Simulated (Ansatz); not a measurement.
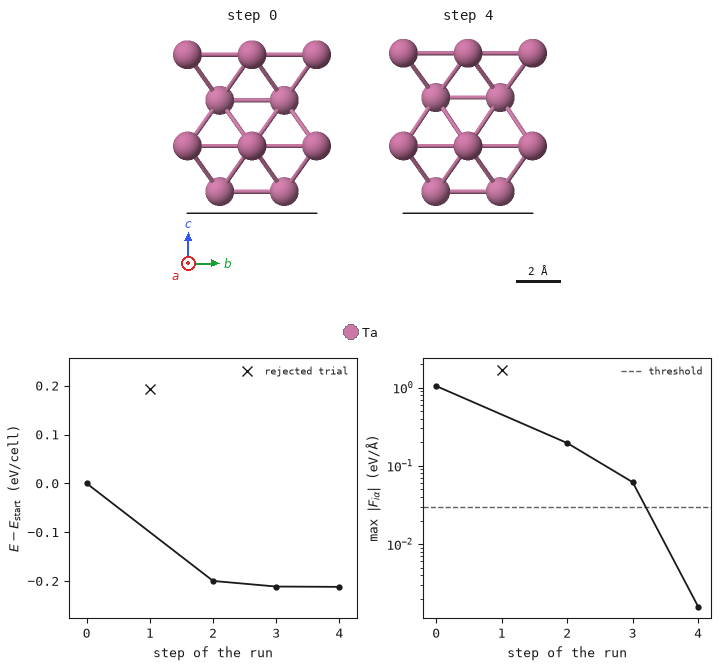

First and last geometry of a constrained relaxation of a slab of composition Ta (cut from the Fm-3m phase), with the history of the run. The picture is a ball-and-stick view of the cell of the calculation, outlined in the plane, without the vacuum, seen along the a axis.

Case: clean slab, lower half held. The slab is the (1 0 0) face of Ta. 8 atoms are held fixed.

Computed with Ansatz, DFT PBE+D3(BJ), scalar-relativistic, plane waves, PAW. (plane-wave cutoff 420 eV; k-point mesh 5 × 5 × 1; occupations gaussian; smearing width 0.1 eV; no spin polarisation; dipole correction; atoms relaxed in a fixed cell; force threshold 0.03 eV/Å; at most 70 steps)

### What do the curves and the structures tell?

It converged. Over 3 accepted moves (4 points after the start) the energy falls by 0.212 eV per cell of the calculation. The largest force component goes from 1 to 0.0016 eV/Å. The line search rejected the trial step at point 1 of the run. The largest moves, 0.13 Å, are those of Ta atoms. The cell stays as it was. Among the contacts that change: Ta–Ta 2.957 → 3.049 Å, Ta–Ta 2.957 → 2.915 Å. The run took 88 s on 4 threads of Arm Neoverse V2, with other jobs on the host, peak memory 2.1 GiB.

```csv
step,"E − E(0), meV/atom","largest force component, eV/Å",note
0,0.00,1.0452,
1,12.04,1.6969,rejected
2,-12.48,0.1956,
3,-13.20,0.0618,
4,-13.24,0.0016,
```
